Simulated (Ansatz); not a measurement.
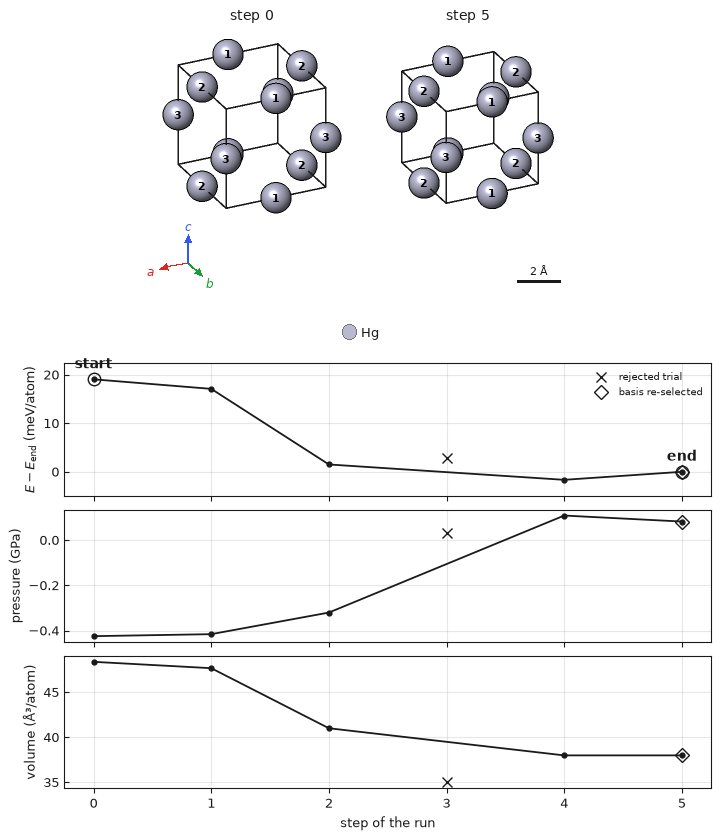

First and last geometry of a relaxation of solid Hg (a generated structure, set up in Pm-3m) (coarse preliminary run), with the history of the run. A spheres-only model of the cell of the calculation, seen from a free direction.

Theory: DFT PBE, scalar-relativistic, plane waves, PAW (Ansatz).

The input:
```yaml
crystal:
  lattice:
    - [5.25506125, 0.0, 0.0]
    - [0.0, 5.25506125, 0.0]
    - [0.0, 0.0, 5.25506125]
  atoms:
    - { symbol: Hg, position: [0.5, 0.0, 0.0] }
    - { symbol: Hg, position: [0.0, 0.5, 0.0] }
    - { symbol: Hg, position: [0.0, 0.0, 0.5] }
basis:
  ecutwfc: 420
kpoints:
  mp_grid: { grid: [4, 4, 4] }
hamiltonian:
  xc: pbe
scf:
  occupations: { method: gaussian, width: 0.1 }
  lower_state_search: "off"
output:
  forces: true
  stress: true
  eigenvalues: true
relax:
  adjacent_minimum: "off"
  f_tol: 0.04
  max_steps: 70
  cell: { stress_tol: 0.4 }
```

Command:
```bash
ansatz run input.yaml --threads 1 --pin off --max-ram 2560MiB --backend cpu --events-out ev --progress --plain --runs-dir out
```

**Did the run converge, and what did it change?**

It converged. After 3 accepted moves (5 points after the start) the energy has fallen by 19.1 meV per atom. All forces vanish by symmetry, so only the cell relaxes. Pressure: −0.42 GPa at the start and 0.08 GPa at the end. The line search rejected the trial step at point 3 of the run. At 1 point the geometry stayed and the basis and grid were re-selected for the new cell (energy shift of 1.7 meV per atom at most each time). No atom moves by more than 0.005 Å relative to the cell. The volume changes by −21.5 %, with a = b = c 5.255 → 4.848 Å (−7.7 %). Near-neighbour distances that change, for instance: Hg1–Hg2 3.716 → 3.428 Å. The space group stays Pm-3m (No. 221).
